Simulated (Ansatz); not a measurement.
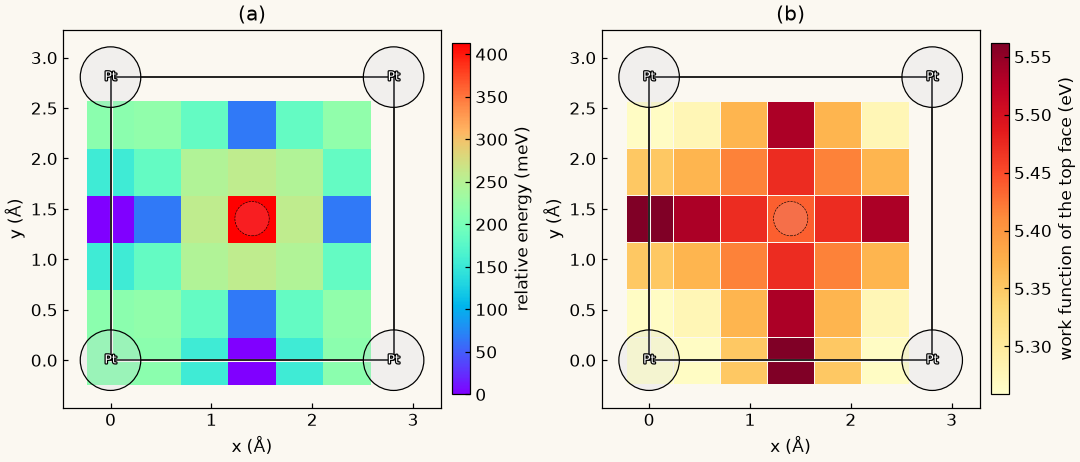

H on a Pt(100) slab cut from the Fm-3m phase, its upper half relaxed before the scan (3 atoms of substrate and one adsorbate in a 1 × 1 cell). H is moved over the surface cell; relaxed at each place: the height of the adsorbate's atoms; substrate rigid; the origin of the map has the adsorbate above Pt3. Places are given modulo a cell vector. The map is drawn in real space over the plane of the surface. Grid: 6 × 6 points; 10 points were computed and 26 follow by symmetry. All energies are given in meV relative to the lowest grid point. With one adsorbate in each 1 × 1 cell, its nearest image is 2.8 Å away, so neighbouring adsorbates interact. These are results of DFT PBE, scalar-relativistic, plane waves, PAW (Ansatz 0.2.0), not measurements. Settings: cutoff 420 eV, k-mesh 9×9×1, gaussian smearing 0.1 eV, no spin polarisation.

Panel (a) is the energy; panel (b) is the computed work function of the top face, in eV.

The picture shows one coloured cell a grid point, labelled circles for the atoms of the top layer and small ones for the second layer, the outline of one cell of the plane.

How does the work function of the top face vary over the map, and what is it at the lowest grid point?

Answer. It runs from 5.26 eV at the top site over a surface Pt atom, (0/6, 0/6) of the cell vectors to 5.56 eV at a bridge site between two Pt atoms, (0/6, 3/6) of the cell vectors. At the lowest grid point, a bridge site between two Pt atoms, (0/6, 3/6) of the cell vectors, it is 5.56 eV.

```tsv
second ↓, first →	0/6	1/6	2/6	3/6	4/6	5/6
5/6	5.27	5.28	5.37	5.53	5.37	5.28
4/6	5.35	5.37	5.42	5.47	5.42	5.37
3/6	5.56	5.53	5.47	5.44	5.47	5.53
2/6	5.35	5.37	5.42	5.47	5.42	5.37
1/6	5.27	5.28	5.37	5.53	5.37	5.28
0/6	5.26	5.27	5.35	5.56	5.35	5.27
```

PAW datasets: the set soft_1.
